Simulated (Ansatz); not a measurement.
**GaO: density, localisation and related maps**

The calculation's input:

```
crystal:
  lattice:
    - [3.0421853998, 0.0, 0.0]
    - [-1.5210926999, 2.6346098393, 0.0]
    - [0.0, 0.0, 2.9586779571]
  atoms:
    - { symbol: Ga, position: [0.0, 0.0, 0.0] }
    - { symbol: O, position: [0.6666666667, 0.3333333333, 0.5] }
basis:
  ecutwfc: 420
kpoints:
  mp_grid: { grid: [24, 24, 18] }
hamiltonian:
  xc: pbe
scf:
  occupations: { method: gaussian, width: 0.1 }
output:
  forces: true
  stress: true
  eigenvalues: true
  write_density: true
  write_potential: true
  elf: true
  volumetric_format: npy
relax:
  adjacent_minimum: "off"
  f_tol: 0.01
  max_steps: 80
  cell: { stress_tol: 0.05 }
```

Command:

```sh
ansatz run input.yaml --threads 1 --pin off --max-ram 2560MiB --backend cpu --events-out ev --progress --plain --runs-dir out
```

Below, planes, directions and counts refer to the conventional cell (a = 3.05 Å, b = 3.05 Å, c = 2.94 Å, α = 90.00°, β = 90.00°, γ = 120.00°).

The fields are those of the run's last geometry, not of the input's.

Space group P-6m2; a structure generated by program, which may or may not match a known phase; computed without spin polarisation.

Level of theory: DFT PBE, scalar-relativistic, plane waves, PAW in Ansatz 0.2.0.

The density is the valence pseudo-density of a PAW calculation; it isn't the true density close to the nuclei.

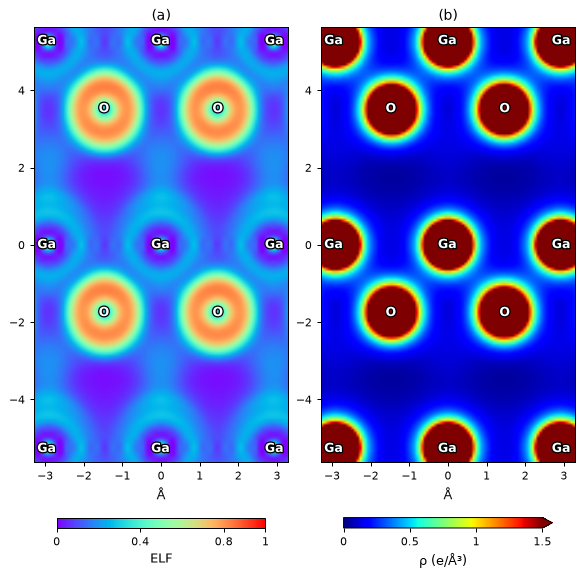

Figure 1. (a) electron localisation function; (b) valence electron density on the (110) plane of the conventional cell.

Read the bonding off the picture.

The plane passes through Ga and O nuclei.
Ga–O (2.29 Å): the density is about 0.33 e/Å³ at the midpoint; the ELF peaks at about 0.80 in the valence shell of O, 0.6 Å from its nucleus, and drops to about 0.20 between the two atoms; no localised pair shows between them.
Between the atoms the lowest density in this plane is 0.04 e/Å³.
The features right at Ga lie inside the PAW spheres, where the map follows smoothed inner orbitals and isn't to be read closely.

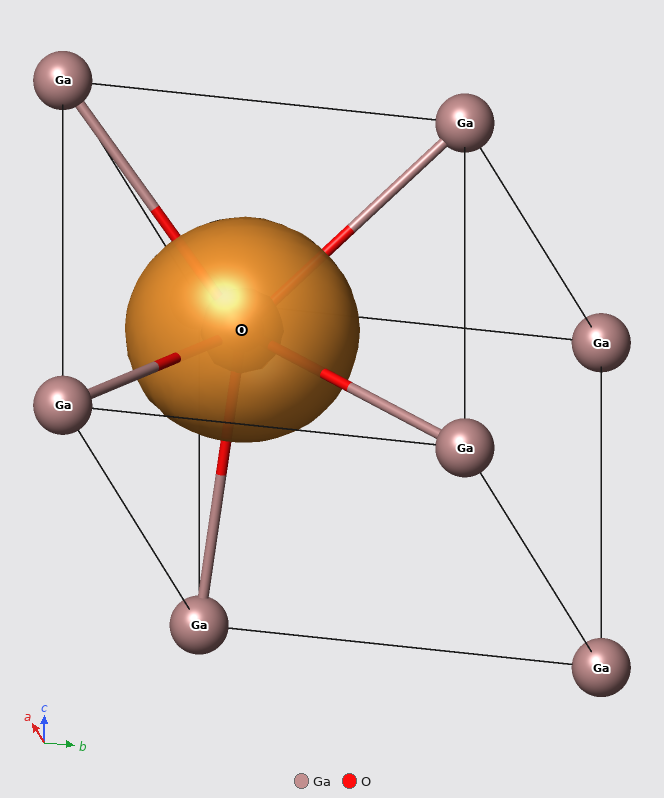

Figure 2. Isosurface of the ELF at 0.65 (orange), seen at an oblique angle. Only the valence region is drawn (cores and ρ < 0.01 e/Å³ removed). Sticks mark near contacts.

What do the ELF domains correspond to?

At this value the surface marks out one region wrapped around O (its valence shell), counted in one cell of 2 atoms. Regions shared between cells count once.

Does the calculation make it a metal, or give it a gap?

It is metallic or semimetallic at this level of theory: no gap opens.
